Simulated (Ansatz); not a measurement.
## Geometry relaxation, with input and output: Al

System: Al (slab, 5 atoms in the cell).
Method: DFT, LDA, PAW with Ansatz's default frozen-core files, scalar-relativistic, no spin polarisation (Ansatz 0.2.0).

It belongs to a series of runs on one base structure; here: atoms relaxed, PAW files. Figures and captions count atoms from 1; the log counts them from 0 in places.

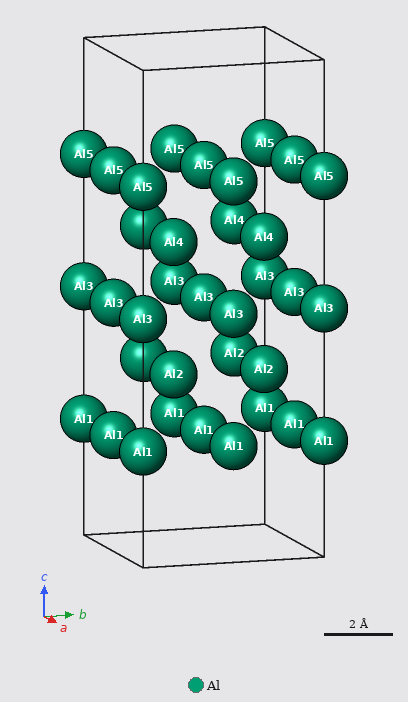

*The input geometry (spheres-only view of the 2 × 2 repeat of the cell, with the vacuum cut short, seen slightly off an axis; atoms are numbered from 1 in the order of the input). An atom can appear more than once, as a periodic image.*

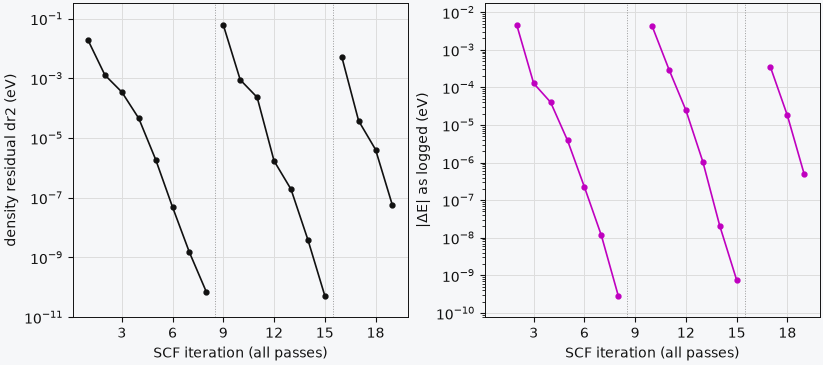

*Convergence of the self-consistent field: density residual dr2 and size of the energy change against the SCF iteration. The dotted lines part the SCF passes of the relaxation: geometry steps, rejected trials and re-solves on a re-selected basis.*

The passes take 8, 7 and 4 iterations.

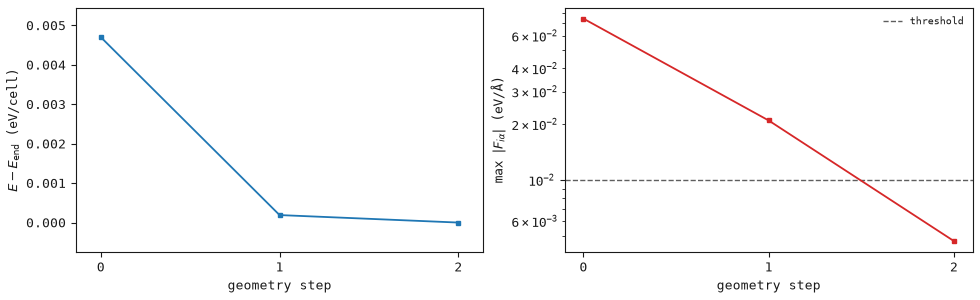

*Progress of the relaxation, step by step (the first geometry is step 0 here and step 1 in the log).*

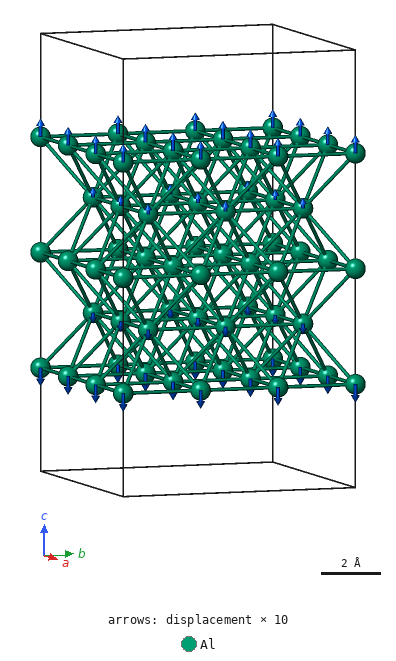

*The starting structure with the displacements as blue arrows, magnified 10 times (ball-and-stick view of the 3 × 3 repeat of the cell, with the vacuum cut short, seen slightly off an axis).*

After 2 geometry steps the energy has fallen by 4.7 meV per cell of the calculation. Largest force component: 0.074 eV/Å at the start, 0.0047 eV/Å at the end. The largest moves, 0.064 Å, are those of Al1 and Al5. The lattice vectors keep their values. Among the contacts that change: Al1–Al2 2.817 → 2.836 Å. (Atoms are counted from 1 in the order of the input.)

These pictures come from the run below.

**The input**
```yaml
crystal:
  lattice:
    - [2.8168288156, 0.0, 0.0]
    - [0.0, 2.8168288156, 0.0]
    - [0.0, 0.0, 23.9672]
  atoms:
    - { symbol: Al, position: [0.0, 0.0, 0.3337896162] }
    - { symbol: Al, position: [0.5, 0.5, 0.4168948079] }
    - { symbol: Al, position: [0.0, 0.0, 0.5] }
    - { symbol: Al, position: [0.5, 0.5, 0.5831051921] }
    - { symbol: Al, position: [0.0, 0.0, 0.6662103838] }
kpoints:
  mp_grid: { grid: [14, 14, 1] }
scf:
  occupations: { method: fermi_dirac, width: 0.08 }
hamiltonian:
  xc: lda
  pseudopotentials: { kind: paw }
output:
  forces: true
  stress: true
  eigenvalues: true
relax:
  f_tol: 0.01
  max_steps: 40
efield:
  axis: 3
  amplitude: 0
  dipole_correction: true
```

Launched with:
```bash
ansatz run input.yaml --threads 2 --pin off --max-ram 4096MiB --backend cpu --events-out ev --progress --plain --runs-dir out
```

**The program's output**
```
Warning: output.stress: scf.convergence.dr2_threshold = 1e-7 eV (the SCF's general default) is looser than the 5e-10 eV advised for a printed stress (1e-10 eV for each atom of the cell: 5). What an SCF threshold leaves in a stress goes as its square root, and in the free energy as the threshold itself, and one threshold admits the most on a small cell: of the crystals measured, under no hybrid functional and no lock of the moments, on runs that ended without the residual-converged pass, on stresses that held no estimate of that error, the worst erred by over 100 MPa in a component at 1e-7 eV an atom and by under 5 at 1e-10. Every solve of this run answers to scf.convergence.dr2_threshold, and the tensor of one is reported: a single SCF on the reported geometry and on this run's grids (its basis.xc_grid and basis.ecutrho_ratio typed), with scf.convergence.dr2_threshold at 5e-10 eV or tighter, prints it and tightens no other solve. Else set scf.convergence.dr2_threshold to 5e-10 eV or tighter. The threshold is an SCF's pass mark: one that does not reach it within its budget of iterations ends unconverged, or closes short of it on a stop that the run arms, and scf.convergence.dr2_threshold's page says what that costs each kind of run
Engine: ansatz 0.2.0, aarch64-unknown-linux-gnu
Pseudopotentials: kind: paw
Pseudopotential: Al, paw, valence charge 3, recommended cutoff 420 eV (normal), Al.paw.azcp
Functional definition: SPW92
  exchange = slater_x
  correlation = pw_c
Crystal: 5 atoms, lattice volume = 190.168 Å³
Basis set: ecut = 420 eV, 3773 PW (Γ)
Bands: 13, of which v1, the nominal top of the filled ones, is band 8 counted from 1 (7 counted from 0)
Symmetry: 8 space group operations
k-points: 36 of 196
Non-local potential: Al, projectors of the file, l = 0: 2, l = 1: 2, l = 2: 1
PAW form: soft (Blöchl's): semilocal exchange-correlation on the pseudo side does not see the compensation charge
PAW frozen core: Al, regenerated for the run's functional, and the local potential with it (the file was generated under x = pbe(κ = 0.804, μ = 0.2195149727645171), c = pbe(β = 0.06672455060314922))
PAW one-centre angular grid: Al, 110 points (default); XC on 64 Gauss nodes
Initial density: superposition of atomic densities (neutral atoms: chi_scale 0, normalization atom), corrected by the library's trained network
Initial wavefunctions: pseudopotential atomic-orbital guess
Functional: x = slater, c = lda
SCF iter   1: F=—  HF=-2563.329036 eV  |F-HF|=—  |Δ(HF+E_count)|=         —  Δρ=2.31e-3  dr2=1.91e-2  ethr=1.77e-3  p=0.000 e·Å  D=4.47e-14 V/Å  ΔV_dip=-0.00 eV  dr2_dipole=2.79e-8  V_vac-E_F(+/−)=4.41/4.41 eV  ⟨swp⟩=8.7  Hψ=3877  notcnv=0
efield: sawtooth ramp at fractional position 0.9500 (placed from the atoms, in the widest stretch of the axis that holds none; the zero of the levels goes with the place), width 0.1000; the density the first Hamiltonian is built on has a dipole p = 0.000 e·Å; the dipole correction subtracts the counter field D = 4.47e-14 V/Å, which shifts the + side's vacuum level by -0.00 eV against the − side's; the planar-averaged density in the ramp window peaks in size at 5.2e-5 e/Å³
preconditioner: auto → LDOS  [metal: Δε(μ)=0.019 eV  Ē_g=6.721 eV  σ=0.080 eV  W_gap=0.06  n_scr=12 (ndim 8)  ℏωp=10.4 eV  f_vac=0.467  D(μ)=2.47/eV (n_scr^D=10)  β→1.0]
SCF iter   2: F=—  HF=-2563.324468 eV  |F-HF|=—  |Δ(HF+E_count)|=   4.57e-3  Δρ=6.24e-4  dr2=1.29e-3  ethr=1.27e-4  p=-0.000 e·Å  D=-6.08e-8 V/Å  ΔV_dip=0.00 eV  dr2_dipole=7.71e-8  V_vac-E_F(+/−)=4.45/4.45 eV  ⟨swp⟩=2.6  Hψ=1063  notcnv=0  defer=7
SCF iter   3: F=—  HF=-2563.324595 eV  |F-HF|=—  |Δ(HF+E_count)|=   1.28e-4  Δρ=2.10e-4  dr2=3.48e-4  ethr=8.58e-6  p=0.000 e·Å  D=6.82e-6 V/Å  ΔV_dip=-0.00 eV  dr2_dipole=8.38e-9  V_vac-E_F(+/−)=4.46/4.46 eV  ⟨swp⟩=2.4  Hψ=787  notcnv=0  defer=7
SCF iter   4: F=—  HF=-2563.324555 eV  |F-HF|=—  |Δ(HF+E_count)|=   4.03e-5  Δρ=7.75e-5  dr2=4.59e-5  ethr=2.32e-6  p=0.000 e·Å  D=4.66e-7 V/Å  ΔV_dip=-0.00 eV  dr2_dipole=8.58e-10  V_vac-E_F(+/−)=4.45/4.45 eV  ⟨swp⟩=2.0  Hψ=653  notcnv=0  defer=6
iter 5 did not close the SCF: its close was put off for the readings that it lacked (scf_convergence_deferred on its scf_iter line)
SCF iter   5: F=-2563.324550 eV  HF=-2563.324551 eV  |F-HF|=8.44e-7  |Δ(HF+E_count)|=   3.90e-6  Δρ=1.63e-5  dr2=1.91e-6  ethr=3.06e-7  p=0.000 e·Å  D=4.68e-7 V/Å  ΔV_dip=-0.00 eV  dr2_dipole=4.40e-10  V_vac-E_F(+/−)=4.45/4.45 eV  ⟨swp⟩=2.2  Hψ=651  notcnv=0  defer=6
iter 6 did not close the SCF: its close was put off until two iterations running show no level that it waits for move by more than its bar (scf_convergence_deferred on its scf_iter line)
SCF iter   6: F=-2563.324551 eV  HF=-2563.324551 eV  |F-HF|=1.62e-8  |Δ(HF+E_count)|=   2.24e-7  Δρ=2.32e-6  dr2=4.85e-8  ethr=1.27e-8  p=-0.000 e·Å  D=-4.04e-7 V/Å  ΔV_dip=0.00 eV  dr2_dipole=3.76e-11  V_vac-E_F(+/−)=4.45/4.45 eV  ⟨swp⟩=7.3  Hψ=2842  notcnv=0
iter 7 did not close the SCF: its close was put off until two iterations running show no level that it waits for move by more than its bar (scf_convergence_deferred on its scf_iter line)
SCF iter   7: F=-2563.324551 eV  HF=-2563.324551 eV  |F-HF|=6.84e-10  |Δ(HF+E_count)|=   1.16e-8  Δρ=3.86e-7  dr2=1.47e-9  ethr=3.24e-10  p=0.000 e·Å  D=2.83e-7 V/Å  ΔV_dip=-0.00 eV  dr2_dipole=3.38e-11  V_vac-E_F(+/−)=4.45/4.45 eV  ⟨swp⟩=1.9  Hψ=1394  notcnv=0
SCF iter   8: F=-2563.324551 eV  HF=-2563.324551 eV  |F-HF|=8.64e-12  |Δ(HF+E_count)|=  2.88e-10  Δρ=9.32e-8  dr2=6.95e-11  ethr=9.80e-12  p=-0.000 e·Å  D=-9.48e-8 V/Å  ΔV_dip=0.00 eV  dr2_dipole=3.95e-12  V_vac-E_F(+/−)=4.45/4.45 eV  ⟨swp⟩=1.2  Hψ=1375  notcnv=0
SCF 1 converged in 8 iterations: F = -2563.324551 eV  dr2 = 6.95e-11
  greatest PAW one-centre occupation: 0.485 electrons in one spin orbital (limit 2), on the Al atom at site 4 (counted from 0), in its partial waves of l = 0
relax step   1: F+E_penalty+E_count = -2563.32455117 eV  Δ(F+E_penalty+E_count) = +0.000e0 eV  max|allowed force component| = 7.427e-2 eV/Å  Δτ_max = 0.0000 Å  (8 SCF iters, dr2 threshold 2.50e-6 eV, accepted)
Initial density: handed on by an earlier stage of this run
Initial wavefunctions: those handed on with the density
iter 1 solved again at ethr=4.23e-4 eV; its pass at ethr=3.10e-3 eV (dr2=6.35e-2 eV) is discarded
SCF iter   1: F=—  HF=-2563.333684 eV  |F-HF|=—  |Δ(HF+E_count)|=         —  Δρ=1.33e-3  dr2=6.14e-2  ethr=4.23e-4  p=-0.000 e·Å  D=-9.48e-8 V/Å  ΔV_dip=0.00 eV  dr2_dipole=1.08e-11  V_vac-E_F(+/−)=4.42/4.42 eV  ⟨swp⟩=1.2  Hψ=2542  notcnv=0  defer=6
efield: sawtooth ramp at fractional position 0.9500 (handed on by an earlier solve), width 0.1000; the density the first Hamiltonian is built on has a dipole p = -0.000 e·Å; the dipole correction subtracts the counter field D = -9.48e-8 V/Å, which shifts the + side's vacuum level by +0.00 eV against the − side's; the planar-averaged density in the ramp window peaks in size at 5.1e-7 e/Å³
preconditioner: auto → LDOS  [metal: Δε(μ)=0.003 eV  Ē_g=6.642 eV  σ=0.080 eV  W_gap=0.01  n_scr=12 (ndim 8)  ℏωp=10.4 eV  f_vac=0.459  D(μ)=2.56/eV (n_scr^D=10)  β→1.0]
SCF iter   2: F=—  HF=-2563.329386 eV  |F-HF|=—  |Δ(HF+E_count)|=   4.30e-3  Δρ=3.90e-4  dr2=8.94e-4  ethr=4.09e-4  p=-0.000 e·Å  D=-1.02e-7 V/Å  ΔV_dip=0.00 eV  dr2_dipole=3.97e-13  V_vac-E_F(+/−)=4.45/4.45 eV  ⟨swp⟩=1.6  Hψ=503  notcnv=0  defer=6
SCF iter   3: F=—  HF=-2563.329087 eV  |F-HF|=—  |Δ(HF+E_count)|=   2.99e-4  Δρ=1.76e-4  dr2=2.32e-4  ethr=5.96e-6  p=0.000 e·Å  D=2.70e-7 V/Å  ΔV_dip=-0.00 eV  dr2_dipole=4.29e-12  V_vac-E_F(+/−)=4.44/4.44 eV  ⟨swp⟩=2.6  Hψ=879  notcnv=0  defer=6
SCF iter   4: F=—  HF=-2563.329062 eV  |F-HF|=—  |Δ(HF+E_count)|=   2.47e-5  Δρ=2.02e-5  dr2=1.72e-6  ethr=1.55e-6  p=0.000 e·Å  D=2.30e-7 V/Å  ΔV_dip=-0.00 eV  dr2_dipole=7.22e-13  V_vac-E_F(+/−)=4.44/4.44 eV  ⟨swp⟩=1.9  Hψ=569  notcnv=0  defer=7
iter 5 did not close the SCF: its close was put off until two iterations running show no level that it waits for move by more than its bar (scf_convergence_deferred on its scf_iter line)
SCF iter   5: F=-2563.329063 eV  HF=-2563.329063 eV  |F-HF|=1.43e-7  |Δ(HF+E_count)|=   1.06e-6  Δρ=4.24e-6  dr2=1.94e-7  ethr=2.30e-9  p=0.000 e·Å  D=7.05e-8 V/Å  ΔV_dip=-0.00 eV  dr2_dipole=2.47e-14  V_vac-E_F(+/−)=4.44/4.44 eV  ⟨swp⟩=10.1  Hψ=2963  notcnv=0
iter 6 did not close the SCF: its close was put off until two iterations running show no level that it waits for move by more than its bar (scf_convergence_deferred on its scf_iter line)
SCF iter   6: F=-2563.329063 eV  HF=-2563.329063 eV  |F-HF|=2.00e-9  |Δ(HF+E_count)|=   2.09e-8  Δρ=9.27e-7  dr2=3.95e-9  ethr=1.29e-9  p=-0.000 e·Å  D=-6.17e-9 V/Å  ΔV_dip=0.00 eV  dr2_dipole=1.14e-15  V_vac-E_F(+/−)=4.44/4.44 eV  ⟨swp⟩=3.3  Hψ=1791  notcnv=0
SCF iter   7: F=-2563.329063 eV  HF=-2563.329063 eV  |F-HF|=5.14e-11  |Δ(HF+E_count)|=  7.53e-10  Δρ=1.39e-7  dr2=5.26e-11  ethr=2.63e-11  p=-0.000 e·Å  D=-2.76e-8 V/Å  ΔV_dip=0.00 eV  dr2_dipole=2.46e-15  V_vac-E_F(+/−)=4.44/4.44 eV  ⟨swp⟩=1.3  Hψ=1391  notcnv=0
SCF 2 converged in 7 iterations: F = -2563.329063 eV  dr2 = 5.26e-11
  greatest PAW one-centre occupation: 0.486 electrons in one spin orbital (limit 2), on the Al atom at site 0 (counted from 0), in its partial waves of l = 0
relax step   2: F+E_penalty+E_count = -2563.32906336 eV  Δ(F+E_penalty+E_count) = -4.512e-3 eV  max|allowed force component| = 2.096e-2 eV/Å  Δτ_max = 0.0536 Å  (7 SCF iters, dr2 threshold 3.45e-7 eV, accepted)
SCF iter   1: F=—  HF=-2563.329615 eV  |F-HF|=—  |Δ(HF+E_count)|=         —  Δρ=3.67e-4  dr2=5.38e-3  ethr=2.61e-4  p=-0.000 e·Å  D=-2.76e-8 V/Å  ΔV_dip=0.00 eV  dr2_dipole=9.54e-12  V_vac-E_F(+/−)=4.43/4.43 eV  ⟨swp⟩=2.6  Hψ=1447  notcnv=0  defer=9
efield: sawtooth ramp at fractional position 0.9500 (handed on by an earlier solve), width 0.1000; the density the first Hamiltonian is built on has a dipole p = -0.000 e·Å; the dipole correction subtracts the counter field D = -2.76e-8 V/Å, which shifts the + side's vacuum level by +0.00 eV against the − side's; the planar-averaged density in the ramp window peaks in size at 3.9e-7 e/Å³
preconditioner: auto → LDOS  [metal: Δε(μ)=0.026 eV  Ē_g=6.648 eV  σ=0.080 eV  W_gap=0.08  n_scr=12 (ndim 8)  ℏωp=10.4 eV  f_vac=0.459  D(μ)=2.57/eV (n_scr^D=10)  β→1.0]
SCF iter   2: F=—  HF=-2563.329270 eV  |F-HF|=—  |Δ(HF+E_count)|=   3.45e-4  Δρ=8.06e-5  dr2=3.78e-5  ethr=3.59e-5  p=0.000 e·Å  D=2.94e-8 V/Å  ΔV_dip=-0.00 eV  dr2_dipole=3.14e-13  V_vac-E_F(+/−)=4.44/4.44 eV  ⟨swp⟩=1.0  Hψ=756  notcnv=0  defer=9
SCF iter   3: F=—  HF=-2563.329252 eV  |F-HF|=—  |Δ(HF+E_count)|=   1.79e-5  Δρ=1.42e-5  dr2=4.13e-6  ethr=2.52e-7  p=0.000 e·Å  D=1.59e-7 V/Å  ΔV_dip=-0.00 eV  dr2_dipole=6.28e-14  V_vac-E_F(+/−)=4.44/4.44 eV  ⟨swp⟩=2.1  Hψ=745  notcnv=0  defer=9
SCF iter   4: F=-2563.329253 eV  HF=-2563.329253 eV  |F-HF|=2.51e-8  |Δ(HF+E_count)|=   4.82e-7  Δρ=3.25e-6  dr2=5.56e-8  ethr=6.67e-10  p=0.000 e·Å  D=7.82e-8 V/Å  ΔV_dip=-0.00 eV  dr2_dipole=1.68e-13  V_vac-E_F(+/−)=4.44/4.44 eV  ⟨swp⟩=7.8  Hψ=2961  notcnv=0
SCF 3 converged in 4 iterations: F = -2563.329253 eV  dr2 = 5.56e-8
  greatest PAW one-centre occupation: 0.486 electrons in one spin orbital (limit 2), on the Al atom at site 4 (counted from 0), in its partial waves of l = 0
relax step   3: F+E_penalty+E_count = -2563.32925263 eV  Δ(F+E_penalty+E_count) = -1.893e-4 eV  max|allowed force component| = 4.687e-3 eV/Å  Δτ_max = 0.0108 Å  (4 SCF iters, accepted)
SCF converged after 4 iterations
Free energy (F): -2563.329253 eV
Harris-Foulkes:  -2563.329253 eV  (|F-HF|=2.51e-8)
Internal energy: -2563.278188 eV  (E = F + TS)
E sigma→0 (E₀):  -2563.303720 eV
Entropy (-TS):   -0.051065 eV (-10.213 meV/atom)
Fermi energy:    0.871986 eV
Dipole field:    D = 0.000001 V/Å  (p = 0.000001 e·Å, saw-weighted, corrected)
Work function:   Φ+ = 4.4351 eV   Φ− = 4.4351 eV
Levels:          The Fermi level and band energies are counted from a zero that moves with the ramp; work functions are not
--- Per-component energies (eV) ---
  E_band       = -49.644044
  E_kinetic    = 111.242061
  E_local      = -3366.874443  (includes V_loc(G=0)·N_el)
  E_nonlocal   = 55.705008
  E_hartree    = 1656.954451
  E_xc         = -194.560752
  E_vxc        = -143.688137  (∫ρ·V_xc dr)
  E_paw        = -2216.236748  (= ΣΔE_a)
  E_vpaw       = -19.928961  (= ΣTr[D̂ρ^β])
  E_aug_tail   = -0.000020  (compensation charges beyond the density's cutoff)
  E_efield     = 0.000000  (sawtooth field / dipole correction)
  E_vefield    = 0.000000  (∫n·V_field dr)
  E_ewald      = 1390.213672
  E_core_change = 0.278583  (= ΣΔE_core)
  E_smearing   = -0.051065  (= −TS)
  E_closure    = -0.000000  (closes the sum)
  Σ components = -2563.329253   (vs F -2563.329253, Δ=0.00e0)
--- Forces (eV/Å), atoms counted from 1 ---
  atom   1  Al    -0.00000000     0.00000000    -0.00141394
  atom   2  Al    -0.00000000     0.00000000     0.00468688
  atom   3  Al    -0.00000000     0.00000000     0.00000055
  atom   4  Al     0.00000000     0.00000000    -0.00468561
  atom   5  Al     0.00000000     0.00000000     0.00141205
  max |Σ_I F_I| component: 8.28e-8 eV/Å
--- Stress (GPa, compression-positive) ---
       -1.805132       0.000000      -0.000000
        0.000000      -1.805132       0.000000
       -0.000000       0.000000      -0.006680
  P = ⅓ Tr σ = -1.2056 GPa (-12.056 kbar)
--- Band table (eV; the first three rows and the last of 36) ---
  k-point 0: bands = ["-10.0788", "-9.1558", "-7.6647", "-5.6808", "-3.2247", "-1.3423", "1.7133", "3.8448", "4.9103", "5.9376", "5.9580", "6.5779", "7.0265"]
  k-point 1: bands = ["-9.9841", "-9.0617", "-7.5713", "-5.5884", "-3.1326", "-1.2546", "1.8001", "3.9325", "4.8968", "5.0165", "5.7223", "6.0526", "6.0557"]
  k-point 2: bands = ["-9.7003", "-8.7796", "-7.2917", "-5.3115", "-2.8570", "-0.9915", "2.0312", "2.9360", "3.6829", "4.2653", "5.1164", "5.2920", "6.3081"]
  k-point 35: bands = ["-1.6987", "-1.6987", "-0.8551", "-0.8551", "-0.3623", "-0.2695", "0.3832", "0.5236", "0.5236", "0.8517", "1.8859", "2.3284", "2.3902"]
--- Relaxed structure (3 steps of the walk, 3 accepted, 0 SCFs on fresh bases) ---
  F+E_penalty+E_count = -2563.32925263 eV   max|allowed force component| = 4.687e-3 eV/Å
  atoms:
    - { symbol: Al, position: [3.728425621686063e-35, 0.0, 0.3311100831478897] }
    - { symbol: Al, position: [0.5, 0.5, 0.4153402533703897] }
    - { symbol: Al, position: [-6.409900782268303e-37, 0.0, 0.49999999260002936] }
    - { symbol: Al, position: [0.5, 0.5, 0.584659734492488] }
    - { symbol: Al, position: [-7.595732426987938e-35, 0.0, 0.6688899363892034] }
```

**Trajectory as extended XYZ (Å, eV, eV/Å), 3 frames, from step=1 to step=3**
```
5
Lattice="2.8168 0.0000 0.0000 0.0000 2.8168 0.0000 0.0000 0.0000 23.9672" Properties=species:S:1:pos:R:3:forces:R:3 step=1 energy=-2563.32455
Al    0.0000    0.0000    8.0000    0.0000   0.0000  -0.0743
Al    1.4084    1.4084    9.9918    0.0000   0.0000  -0.0008
Al    0.0000    0.0000   11.9836    0.0000   0.0000   0.0000
Al    1.4084    1.4084   13.9754    0.0000   0.0000   0.0008
Al    0.0000    0.0000   15.9672    0.0000   0.0000   0.0743
5
Lattice="2.8168 0.0000 0.0000 0.0000 2.8168 0.0000 0.0000 0.0000 23.9672" Properties=species:S:1:pos:R:3:forces:R:3 step=2 energy=-2563.32906
Al    0.0000    0.0000    7.9464    0.0000   0.0000   0.0003
Al    1.4084    1.4084    9.9653    0.0000   0.0000  -0.0210
Al    0.0000    0.0000   11.9836    0.0000   0.0000   0.0000
Al    1.4084    1.4084   14.0019    0.0000   0.0000   0.0210
Al    0.0000    0.0000   16.0208    0.0000   0.0000  -0.0002
5
Lattice="2.8168 0.0000 0.0000 0.0000 2.8168 0.0000 0.0000 0.0000 23.9672" Properties=species:S:1:pos:R:3:forces:R:3 step=3 energy=-2563.32925
Al    0.0000    0.0000    7.9358    0.0000   0.0000  -0.0014
Al    1.4084    1.4084    9.9545    0.0000   0.0000   0.0047
Al    0.0000    0.0000   11.9836    0.0000   0.0000   0.0000
Al    1.4084    1.4084   14.0127    0.0000   0.0000  -0.0047
Al    0.0000    0.0000   16.0314    0.0000   0.0000   0.0014
```

**Summary**

```tsv
quantity	value
outcome	converged
electrons treated	15
free energy	−2563.3293 eV
Fermi energy	0.872 eV
final volume	190.17 Å³
largest force (length of the vector) at the end	0.005 eV/Å
hardware	2 threads of Arm Neoverse V1, 24 GiB of memory available, shared host
wall time	17 s (CPU time 34 s)
peak memory	0.39 GiB
```

**Remarks**

The program warns: the SCF threshold is looser than advised for the printed stress.
